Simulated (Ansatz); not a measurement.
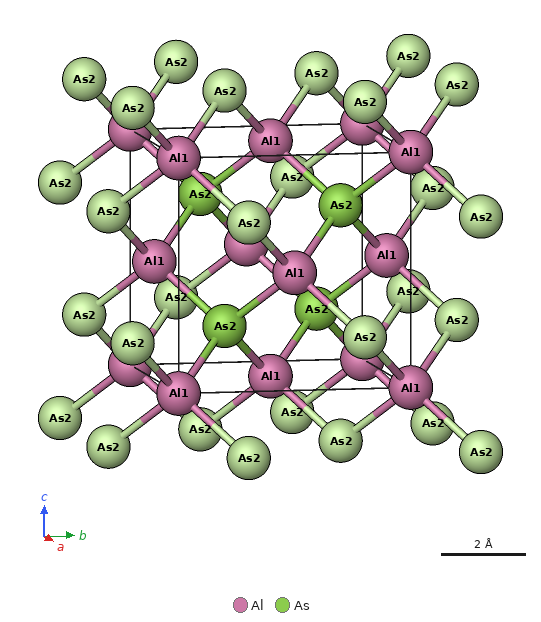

The structure (ball-and-stick view of the cell 4 times as large as that of the calculation, set on its symmetry axes, seen slightly off an axis; neighbours outside the cell are drawn fainter; atoms are numbered from 1 in the order of the input).

# AlAs: a changed input and its effect

System: AlAs (F-43m, 2 atoms in the cell).
Method of the first run: DFT, HSE06 with spin-orbit coupling, plane waves, PAW (Ansatz 0.2.0).

The structure derives from an entry of the Crystallography Open Database. The geometry comes from this level: r2SCAN. Text and figures count atoms from 1; the logs count them from 0 in places.

Input file, the first run:
```yaml
crystal:
  lattice:
    - [0.0, 2.8389251756, 2.8389251756]
    - [2.8389251756, 0.0, 2.8389251756]
    - [2.8389251756, 2.8389251756, 0.0]
  atoms:
    - { symbol: Al, position: [0.0, 0.0, 0.0] }
    - { symbol: As, position: [0.25, 0.25, 0.25] }
kpoints:
  mp_grid: { grid: [4, 4, 4] }
  band_path:
    path:
      - [0.0, 0.0, 0.0]
      - [-0.5, -0.5, 0.0]
      - [-0.375, -0.375, 0.25]
      - [-0.375, 0.0, 0.375]
      - [0.0, 0.0, 0.5]
      - [-0.5, -0.25, 0.25]
    npoints: 1
hamiltonian:
  xc: hse06
scf:
  occupations: { method: fixed }
  n_extra_bands: 8
magnetization:
  noncollinear: true
  spin_orbit: true
output:
  eigenvalues: true
```

Launched with:
```bash
ansatz run input.yaml --threads 2 --pin off --max-ram 2211MiB --backend cpu --events-out ev --progress --plain --runs-dir out
```

Hardware: 2 threads of an x86-64 CPU, shared host.

Output, shortened to warnings, some set-up lines, iterations and results (the first run):
```
Basis set: ecut = 420 eV, 893 PW (Γ)
Symmetry: 24 space group operations + 24 with time reversal
k-points: 8 of 64 (time reversal used)
Initial density: superposition of atomic densities (chi_scale 0.1, normalization cell, long waves kept (reshape's long-wave potential 0.00 eV rms))
[...]
SCF iter   1: F=—  HF=-5394.736361 eV  |F-HF|=—  |Δ(HF+E_count)|=         —  Δρ=3.70e-2  dr2=7.29e-1  dr2_m=0.00e0 (ungated)  ethr=1.00e-1  |M|=0.00e0 ∫|m|=0.00e0 μB  …
SCF iter   2: F=—  HF=-5394.653182 eV  |F-HF|=—  |Δ(HF+E_count)|=   8.32e-2  Δρ=2.48e-2  dr2=2.63e-1  dr2_m=0.00e0 (ungated)  ethr=4.05e-3  |M|=0.00e0 ∫|m|=0.00e0 μB  …
SCF iter   3: F=—  HF=-5394.619289 eV  |F-HF|=—  |Δ(HF+E_count)|=   3.39e-2  Δρ=4.93e-3  dr2=7.88e-3  dr2_m=0.00e0 (ungated)  ethr=4.43e-5  |M|=0.00e0 ∫|m|=0.00e0 μB  …
SCF iter   4: F=—  HF=-5394.619483 eV  |F-HF|=—  |Δ(HF+E_count)|=   1.93e-4  Δρ=1.01e-3  dr2=2.48e-4  dr2_m=0.00e0 (ungated)  ethr=4.38e-5  |M|=0.00e0 ∫|m|=0.00e0 μB  …
SCF iter   5: F=-5394.619592 eV  HF=-5394.619585 eV  |F-HF|=7.05e-6  |Δ(HF+E_count)|=   1.02e-4  Δρ=2.11e-4  dr2=9.52e-6  dr2_m=0.00e0 (ungated)  ethr=1.38e-6  |M|=0.00e0 …
[... 6 lines ...]
SCF 2 stopped early in 5 iterations: F = -5395.467639 eV  dr2 = 3.95e-6
SCF iter   1: F=—  HF=-5395.467903 eV  |F-HF|=—  |Δ(HF+E_count)|=         —  Δρ=7.57e-5  dr2=1.39e-6  dr2_m=0.00e0 (ungated)  ethr=1.31e-6  |M|=0.00e0 ∫|m|=0.00e0 μB  …
SCF iter   2: F=—  HF=-5395.467904 eV  |F-HF|=—  |Δ(HF+E_count)|=   3.27e-7  Δρ=1.72e-5  dr2=2.42e-7  dr2_m=0.00e0 (ungated)  ethr=5.95e-10  |M|=0.00e0 ∫|m|=0.00e0 μB  …
SCF iter   3: F=-5395.467905 eV  HF=-5395.467905 eV  |F-HF|=2.07e-8  |Δ(HF+E_count)|=   1.23e-6  Δρ=1.14e-5  dr2=4.35e-8  dr2_m=0.00e0 (ungated)  ethr=5.95e-10  |M|=0.00e0 …
SCF 3 converged in 3 iterations: F = -5395.467905 eV  dr2 = 4.35e-8
hybrid outer 2: dexx = +1.525e-6 eV, tail = 1.13e-7 eV, Δε = 3.22e-3 eV (about 2.34e-4 eV left of the loop's levels)
NSCF: frozen V_eff on 6 k-points
hybrid SCF converged: 2 outer / 8 inner (+5 warm-up), last move |dexx| = 1.52e-6 eV, tail = 1.13e-7 eV
Magnetization: |M| = 0.0000 μB,  M = (+0.0000, +0.0000, +0.0000) μB
Absolute magnetization: 0.0000 μB (∫|m|)
  site 0: m = (+0.0000, +0.0000, +0.0000) μB, |m| = 0.0000 μB  (R = 1.01 Å)
  site 1: m = (+0.0000, +0.0000, +0.0000) μB, |m| = 0.0000 μB  (R = 1.01 Å)
Free energy (F): -5395.467905 eV
Frozen-core exchange: fock
Harris-Foulkes:  -5395.467905 eV  (|F-HF|=2.07e-8)
Internal energy: -5395.467905 eV  (E = F + TS)
E sigma→0 (E₀):  -5395.467905 eV
Fermi energy:    5.944498 eV
--- Per-component energies (eV) ---
  E_band       = -311.904615
  E_kinetic    = 126.306939
  E_local      = -2122.391012  (includes V_loc(G=0)·N_el)
  E_nonlocal   = -660.665110
  E_hartree    = 1135.993298
  E_xc         = -96.622660
  E_vxc        = -87.655636  (∫ρ·V_xc dr)
  E_exx        = -64.952063  (= α·E_x^exact, valence–valence)
  E_paw        = -2260.370876  (= ΣΔE_a)
  E_vpaw       = 290.415367  (= ΣTr[D̂ρ^β])
  E_aug_tail   = 0.000006  (compensation charges beyond the density's cutoff)
  E_ewald      = -1451.962742
  E_core_change = -0.803686  (= ΣΔE_core)
  E_smearing   = -0.000000  (= −TS)
  E_closure    = 0.000000  (closes the sum)
  Σ components = -5395.467905   (vs F -5395.467905, Δ=0.00e0)
```

The input of the second run differs as follows (lines with − go, lines with + come):
```diff
-  mp_grid: { grid: [4, 4, 4] }
+  mp_grid: { grid: [8, 8, 8] }
-  xc: hse06
+  xc: pbe
+  forces: true
+  stress: true
```

How does the second run compare with the first run?

The total energies belong to different methods, so their difference says nothing on which is more stable or more accurate. The gap on the mesh goes from 2.00 to 1.36 eV. The functional changes from HSE06 to PBE. The SCF takes 7 iterations against 13. The irreducible k-points go from 8 to 29.

Output, shortened to warnings, some set-up lines, iterations and results (the second run):
```
Basis set: ecut = 420 eV, 893 PW (Γ), exchange–correlation on 54×54×54 points (8 copies of the dense FFT grid, shifted against one another)
Symmetry: 24 space group operations + 24 with time reversal
k-points: 29 of 512 (time reversal used)
Initial density: superposition of atomic densities (chi_scale 0.1, normalization cell, long waves kept (reshape's long-wave potential 0.00 eV rms))
[...]
SCF iter   1: F=—  HF=-5394.857763 eV  |F-HF|=—  |Δ(HF+E_count)|=         —  Δρ=3.60e-2  dr2=6.68e-1  dr2_m=0.00e0 (ungated)  ethr=3.10e-3  |M|=0.00e0 ∫|m|=0.00e0 μB  …
SCF iter   2: F=—  HF=-5394.766367 eV  |F-HF|=—  |Δ(HF+E_count)|=   9.14e-2  Δρ=2.38e-2  dr2=2.36e-1  dr2_m=0.00e0 (ungated)  ethr=3.10e-3  |M|=0.00e0 ∫|m|=0.00e0 μB  …
SCF iter   3: F=—  HF=-5394.735750 eV  |F-HF|=—  |Δ(HF+E_count)|=   3.06e-2  Δρ=4.99e-3  dr2=8.22e-3  dr2_m=0.00e0 (ungated)  ethr=1.31e-3  |M|=0.00e0 ∫|m|=0.00e0 μB  …
SCF iter   4: F=—  HF=-5394.735552 eV  |F-HF|=—  |Δ(HF+E_count)|=   1.98e-4  Δρ=1.06e-3  dr2=2.75e-4  dr2_m=0.00e0 (ungated)  ethr=4.57e-5  |M|=0.00e0 ∫|m|=0.00e0 μB  …
SCF iter   5: F=—  HF=-5394.735609 eV  |F-HF|=—  |Δ(HF+E_count)|=   5.71e-5  Δρ=2.28e-4  dr2=1.11e-5  dr2_m=0.00e0 (ungated)  ethr=1.53e-6  |M|=0.00e0 ∫|m|=0.00e0 μB  …
SCF iter   6: F=—  HF=-5394.735618 eV  |F-HF|=—  |Δ(HF+E_count)|=   8.51e-6  Δρ=2.91e-5  dr2=2.13e-7  dr2_m=0.00e0 (ungated)  ethr=6.17e-8  |M|=0.00e0 ∫|m|=0.00e0 μB  …
SCF iter   7: F=-5394.735618 eV  HF=-5394.735618 eV  |F-HF|=8.92e-10  |Δ(HF+E_count)|=   3.27e-7  Δρ=1.16e-6  dr2=6.20e-10  dr2_m=0.00e0 (ungated)  ethr=5.56e-10  |M|=0.00e0 …
SCF 1 converged in 7 iterations: F = -5394.735618 eV  dr2 = 6.20e-10
NSCF: frozen V_eff on 6 k-points
SCF converged after 7 iterations
Magnetization: |M| = 0.0000 μB,  M = (+0.0000, +0.0000, +0.0000) μB
Absolute magnetization: 0.0000 μB (∫|m|)
  site 0: m = (+0.0000, +0.0000, +0.0000) μB, |m| = 0.0000 μB  (R = 1.01 Å)
  site 1: m = (+0.0000, +0.0000, +0.0000) μB, |m| = 0.0000 μB  (R = 1.01 Å)
Free energy (F): -5394.735618 eV
Harris-Foulkes:  -5394.735618 eV  (|F-HF|=8.92e-10)
Internal energy: -5394.735618 eV  (E = F + TS)
E sigma→0 (E₀):  -5394.735618 eV
Fermi energy:    6.365910 eV
--- Per-component energies (eV) ---
  E_band       = -267.837362
  E_kinetic    = 126.578866
  E_local      = -2120.701573  (includes V_loc(G=0)·N_el)
  E_nonlocal   = -659.653137
  E_hartree    = 1133.485668
  E_xc         = -118.997414
  E_vxc        = -108.304341  (∫ρ·V_xc dr)
  E_paw        = -2303.485293  (= ΣΔE_a)
  E_vpaw       = 227.271269  (= ΣTr[D̂ρ^β])
  E_aug_tail   = 0.000006  (compensation charges beyond the density's cutoff)
  E_ewald      = -1451.962742
  E_smearing   = -0.000000  (= −TS)
  E_closure    = 0.000000  (closes the sum)
  Σ components = -5394.735618   (vs F -5394.735618, Δ=0.00e0)
--- Forces (eV/Å), atoms counted from 1 ---
  atom   1  Al     0.00000000    -0.00000000    -0.00000000
  atom   2  As    -0.00000000     0.00000000     0.00000000
  max |Σ_I F_I| component: 2.10e-16 eV/Å
--- Stress (GPa, compression-positive) ---
        1.891819       0.000000      -0.000000
       -0.000000       1.891819       0.000000
       -0.000000       0.000000       1.891819
  P = ⅓ Tr σ = 1.8918 GPa (18.918 kbar)
```

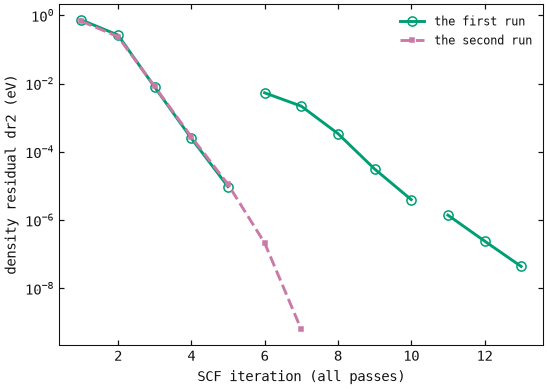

Convergence of the two runs: density residual dr2 against the SCF iteration. A break in a curve parts two SCF passes. The first run takes 13 iterations in all, and the second run takes 7.

The two runs side by side:

| quantity | the first run | the second run |
| --- | --- | --- |
| outcome | converged | converged |
| free energy per atom (eV) | −2697.7340 | −2697.3678 |
| gap on the mesh (eV) | 2.00 | 1.36 |
| net moment of the cell (μB) | 0.00 | 0.00 |
| absolute moment of the cell (μB) | 0.00 | 0.00 |
| SCF iterations | 13 | 7 |
| irreducible k-points | 8 | 29 |
| plane waves at Γ | 893 | 893 |
| pressure (GPa) | – | 1.89 |
| largest force (eV/Å) | – | 0.000 |
| wall time (shared host) | 81 s | 4.4 s |
